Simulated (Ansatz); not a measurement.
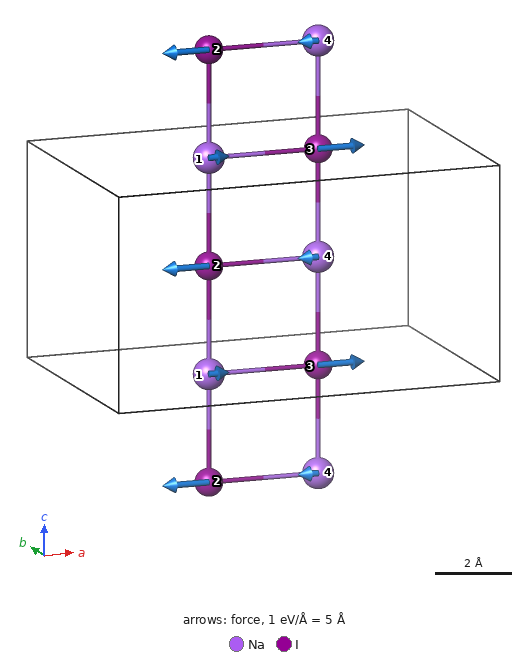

Starting geometry of a wire of composition NaI with the computed forces as blue arrows. A ball-and-stick model of the cell of the calculation, with the vacuum cut short, seen slightly off an axis.

Case: ladder chain of atoms.

These are results of DFT PBE, scalar-relativistic, plane waves, PAW in Ansatz 0.2.0, not measurements.

Input
```yaml
crystal:
  lattice:
    - [12.1, 0.0, 0.0]
    - [0.0, 9.3, 0.0]
    - [0.0, 0.0, 5.8753744014]
  atoms:
    - { symbol: Na, position: [0.3725383653, 0.5, 0.0], spin: 0.5 }
    - { symbol: I, position: [0.3725383653, 0.5, 0.5], spin: 0.5 }
    - { symbol: I, position: [0.6274616347, 0.5, 0.0], spin: 0.5 }
    - { symbol: Na, position: [0.6274616347, 0.5, 0.5], spin: 0.5 }
basis:
  ecutwfc: 420
kpoints:
  mp_grid: { grid: [1, 1, 11] }
hamiltonian:
  xc: pbe
scf:
  occupations: { method: gaussian, width: 0.05 }
output:
  forces: true
  stress: true
  eigenvalues: true
  populations: true
  write_density: true
  write_potential: true
  elf: true
  volumetric_format: npy
magnetization:
  spin_polarized: true
relax:
  adjacent_minimum: "off"
  f_tol: 0.01
  max_steps: 45
  cell: { fix: [a, b, alpha, beta, gamma], stress_tol: 0.03 }
```

Launched with:
```bash
ansatz run input.yaml --threads 2 --pin off --max-ram 5120MiB --backend cpu --events-out ev --progress --plain --runs-dir out
```

### Is this structure relaxed? If not, where do the atoms go?

It isn't relaxed: the largest force vector, on I atoms, is 0.26 eV/Å. The atoms end up moving mostly along the starting forces (cosine between the two patterns 0.92). The largest moves relative to the layer's centre, 0.33 Å, are those of Na1 and Na4. By element the largest moves are Na 0.33 Å, I 0.31 Å. Along the periodic axis the drawn cell goes c 5.875 → 5.856 Å (−0.3 %). Near-neighbour distances that change, for instance: I3–Na4 2.938 → 2.998 Å, I2–Na4 3.085 → 3.065 Å. Bond angles that change, for instance: I2–Na1–I2 180.0° → 155.3°, Na4–I3–Na4 180.0° → 155.3°, I2–Na1–I3 90.0° → 102.4°. The energy falls by 0.135 eV per cell of the calculation in 4 accepted moves (5 points after the start). The largest force component goes from 0.26 to 0.0054 eV/Å. At 1 point the geometry stayed and the basis and grid were re-selected for the new cell (energy shift of less than 0.05 meV per cell of the calculation at most each time). The program noted that the starting moments weren't kept.
